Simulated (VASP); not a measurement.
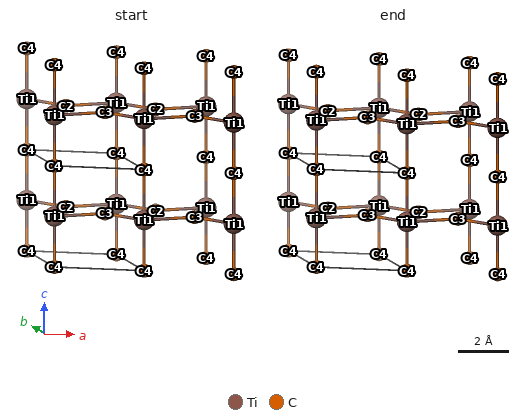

The structure of crystalline TiC₃ (a generated structure, set up in P6/mmm) before (left) and after (right) a relaxation, at one scale.

A ball-and-stick model of the cell of the calculation, repeated 2 × 1 × 2 with one cell outlined, seen slightly off an axis.

The run lets cell and atoms move.

Level of theory: VASP 6.6.1, Kohn-Sham DFT of a periodic cell, PBE, VASP PAW PBE potentials, recommended.

Input file:
```
  ALGO = Fast
  EDIFF = 1E-4
  EDIFFG = -0.08
  ENCUT = 520
  GGA = PE
  IBRION = 2
  ISIF = 3
  ISMEAR = 0
  LASPH = True
  LCHARG = False
  LREAL = False
  LWAVE = False
  NELM = 60
  NSW = 24
  PREC = Normal
  SIGMA = 0.15
```

Command:
```bash
cat potpaw_PBE.64/Ti_sv/POTCAR potpaw_PBE.64/C/POTCAR > POTCAR
mpirun -np 1 vasp_std > vasp.out
```

> What changed between the two?

No atom moves by more than 0.005 Å relative to the cell. Cell: a = b 3.743 → 3.779 Å (+1.0 %), c 4.195 → 4.051 Å (−3.4 %). Volume −1.6 %. Among the contacts that change: Ti1–C4 2.098 → 2.025 Å, Ti1–C2 2.161 → 2.182 Å. The space group stays P6/mmm (No. 191). Over 1 geometry step the energy falls by 15.0 meV per atom. All forces vanish by symmetry, so only the cell relaxes. Pressure: −1.32 GPa at the start and 0.08 GPa at the end.
